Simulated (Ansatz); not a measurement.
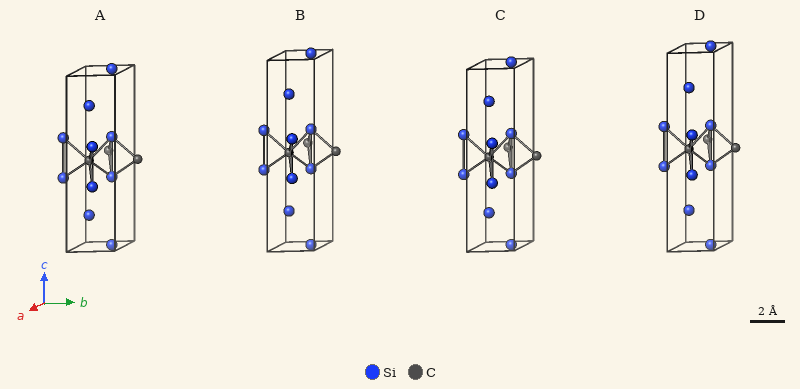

4 geometries from one relaxation of solid Si$_{5}$C (a generated structure, set up in P-6m2), in shuffled order. Style: ball-and-stick. Shown: the cell of the calculation, slightly off an axis.

All numbers below come from Ansatz, DFT PBE, scalar-relativistic, plane waves, PAW. Set-up: plane-wave cutoff 420 eV; k-point mesh 18 × 18 × 4; occupations gaussian; smearing width 0.1 eV; no spin polarisation; cell and atoms relaxed; force threshold 0.01 eV/Å; at most 80 steps.

> Put them in the order of the run, from the start to the converged end.

D, B, C, A. They are steps 0, 1, 3, 14, at +35.1 meV per atom, +22.8 meV per atom, +5.6 meV per atom relative to the last. The largest moves relative to the cell, 0.14 Å, are those of Si atoms. C stays in place. Cell: a = b 2.772 → 2.889 Å (+4.2 %), c 12.046 → 10.681 Å (−11.3 %). Volume −3.7 %. Near-neighbour distances that change, for instance: C–Si 2.007 → 2.065 Å, Si–Si 2.423 → 2.433 Å. Bond angles that change, for instance: Si–C–Si 74.2° → 72.2°. The space group stays P-6m2 (No. 187). Over 11 accepted moves (14 points after the start) the energy falls by 35.1 meV per atom. The largest force component goes from 0.066 to 0.00021 eV/Å. The pressure goes from 0.08 to 0.01 GPa. The line search rejected the trial step at point 6 of the run. At 2 points the geometry stayed and the basis and grid were re-selected for the new cell (energy shift of 0.3 meV per atom at most each time).

Limits of the set-up: layers or molecules are held without a dispersion correction, so their spacing is unreliable.
